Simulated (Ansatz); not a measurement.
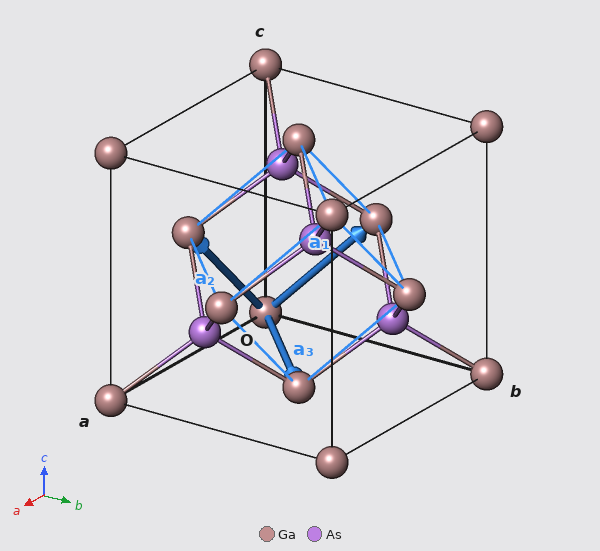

The conventional cell (thin) and a primitive cell (coloured, vectors a₁, a₂, a₃). Crystal: GaAs, the input geometry of an electronic-structure calculation (not necessarily at equilibrium); the starting structure was generated, so it need not be a known form of this composition. The drawing is computed from the coordinates (standard cell, symmetry found to 0.002 Å).

a = 5.666 Å, b = 5.666 Å, c = 5.666 Å, α = 90.00°, β = 90.00°, γ = 90.00°.

What is the centring, and how are the primitive vectors built?

Answer. F, face-centred cubic, with lattice points at (0, 0, 0), (1/2, 1/2, 0), (1/2, 0, 1/2), (0, 1/2, 1/2). a₁ = 1/2 b + 1/2 c; a₂ = 1/2 a + 1/2 c; a₃ = 1/2 a + 1/2 b.

Give the primitive cell's size and content.

Answer. Edges 4.007, 4.007, 4.007 Å; angles 60.00°, 60.00°, 60.00°; volume 45.48 Å³, 1/4 of the conventional cell; 2 of its 8 atoms.
